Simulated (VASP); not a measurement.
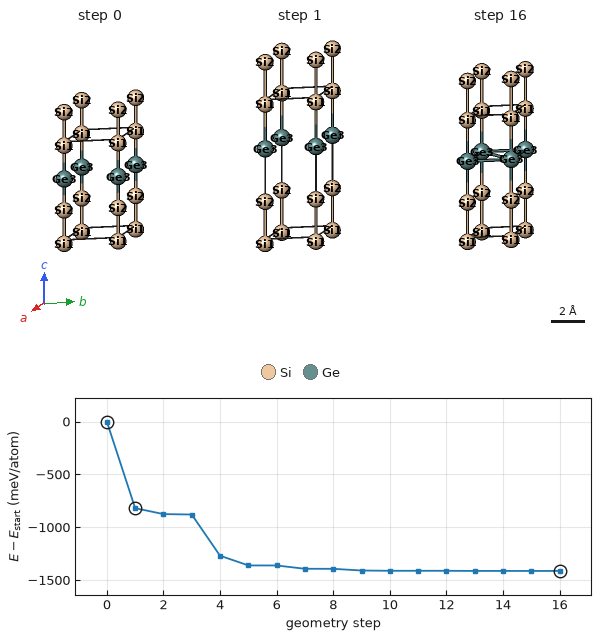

Frames of a relaxation of solid Si₂Ge (a generated structure, set up in P6mm), marked on the history of the run. A ball-and-stick model of the cell of the calculation, seen slightly off an axis.

The run lets cell and atoms move.

Computed with VASP 6.6.1, Kohn-Sham DFT of a periodic cell, PBE, VASP PAW PBE potentials, recommended.

Input
```
  PREC = Normal
  ENCUT = 520
  EDIFF = 1E-4
  ISMEAR = 0
  SIGMA = 0.15
  LREAL = False
  LASPH = True
  NELM = 60
  ALGO = Fast
  ISIF = 3
  LWAVE = False
  LCHARG = False
  GGA = PE
  IBRION = 2
  NSW = 24
  EDIFFG = -0.08
```

Run as
```bash
cat potpaw_PBE.64/Si/POTCAR potpaw_PBE.64/Ge_d/POTCAR > POTCAR
mpirun -np 1 vasp_std > vasp.out
```

Describe the path.

Over 16 geometry steps the energy falls by 1413 meV per atom. Largest force component: 4.2 eV/Å at the start, 0.045 eV/Å at the end. The pressure goes from 16.37 to 0.51 GPa. Si2 moves most relative to the cell: 0.093 Å along −c. Largest moves by element: Si 0.093 Å, Ge 0.058 Å. The volume changes by −18.9 %, with a = b 3.372 → 2.729 Å (−19.1 %), c 6.185 → 7.656 Å (+23.8 %). Near-neighbour distances that change, for instance: Ge3–Ge3 3.372 → 2.729 Å, Si1–Si1 3.372 → 2.729 Å, Si2–Ge3 1.974 → 2.594 Å, Si1–Ge3 2.107 → 2.585 Å. The space group (tolerance 0.01 Å) goes from P6mm (No. 183) to P6/mmm (No. 191). The volume changes by over a tenth within one run on a fixed set of plane waves, so the end point should be relaxed again from the new cell. From step 0 to 1: Si2 moves most (0.28 Å), volume +25.5 %, energy −819 meV per atom. From step 1 to 16: Si and Ge atoms move most (0.16 Å), volume −35.4 %, energy −594 meV per atom.

```tsv
step	E − E(0), meV/atom	largest force component, eV/Å	pressure, GPa	volume, Å³/atom
0	0.00	4.1534	16.37	20.299
1	-818.54	0.2260	-13.52	25.467
2	-874.85	0.5139	-9.59	23.454
3	-878.81	0.5091	-10.93	23.782
4	-1268.46	0.5805	-9.85	19.567
5	-1360.41	0.5271	-3.08	17.111
6	-1360.90	0.5154	-4.20	17.237
7	-1392.13	0.8170	2.67	16.134
8	-1392.47	0.7950	1.45	16.235
9	-1408.60	0.3440	0.99	16.293
10	-1411.18	0.0950	0.79	16.324
11	-1411.19	0.1571	0.69	16.321
12	-1411.20	0.1202	-0.76	16.513
13	-1412.51	0.0908	0.05	16.414
14	-1412.51	0.0902	0.25	16.412
15	-1412.64	0.0247	-1.19	16.480
16	-1412.64	0.0452	0.51	16.460
```
